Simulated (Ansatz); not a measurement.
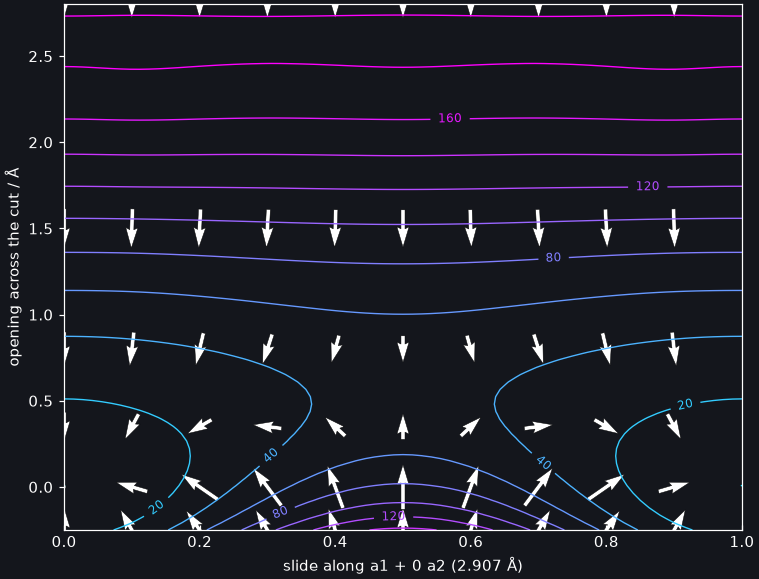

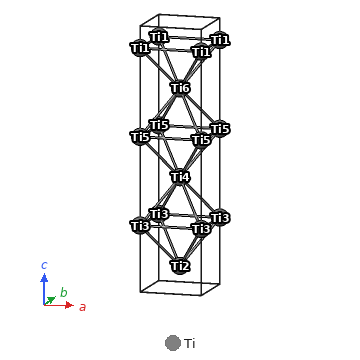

Energy landscape of Ti (Fm-3m, No. 225; 6 atoms in the cell). Rigid slide and opening across a plane, one cut a cell; the plane is (0 0 1) of the conventional cell. Coordinates scanned: (1) slide along a1 + 0 a2 (2.907 Å); (2) opening across the cut. Nothing is relaxed (rigid halves). The grid has 10 × 6 points; 36 points were computed and 24 follow by symmetry. Points are written as (first, second). Energies are in meV/Å², from the lowest grid point. Computed with DFT PBE, scalar-relativistic, plane waves, PAW in Ansatz 0.2.0. Settings: cutoff 520 eV, k-mesh 15×15×4 in the order of the run's cell vectors, gaussian smearing 0.15 eV, no spin polarisation.

In the figure: contour lines labelled in meV/Å² (none above 180), arrows along the force (downhill), their lengths compressed. Between grid points the surface is interpolated. The second picture is the structure at the lowest point

Q: Summarise what can be read from the map.

A: The lowest grid point is at (0.0, 0.00 Å). It is the only kind of minimum in the scanned range. The highest grid point, (0.5, 2.80 Å), lies 177 meV/Å² above the lowest. On the interpolated surface the easiest way out of the lowest well to its copy in the next cell or period passes a barrier of about 46 meV/Å².

The values on the grid:

| second ↓, first → | 0/10 | 1/10 | 2/10 | 3/10 | 4/10 | 5/10 | 6/10 | 7/10 | 8/10 | 9/10 |
| --- | --- | --- | --- | --- | --- | --- | --- | --- | --- | --- |
| 2.80 | 177 | 177 | 177 | 177 | 177 | 177 | 177 | 177 | 177 | 177 |
| 1.50 | 94 | 94 | 95 | 96 | 97 | 98 | 97 | 96 | 95 | 94 |
| 0.80 | 35 | 37 | 40 | 44 | 49 | 51 | 49 | 44 | 40 | 37 |
| 0.35 | 12 | 15 | 24 | 34 | 45 | 50 | 45 | 34 | 24 | 15 |
| 0.00 | 0 | 7 | 27 | 52 | 74 | 83 | 74 | 52 | 27 | 7 |
| −0.25 | 14 | 25 | 56 | 95 | 130 | 144 | 130 | 95 | 56 | 25 |

Time for the 36 points that were run: 22 min on 2 threads of Intel(R) Xeon(R) Platinum 8488C (Sapphire Rapids), with other jobs on the host.

PAW datasets: the set soft_1.
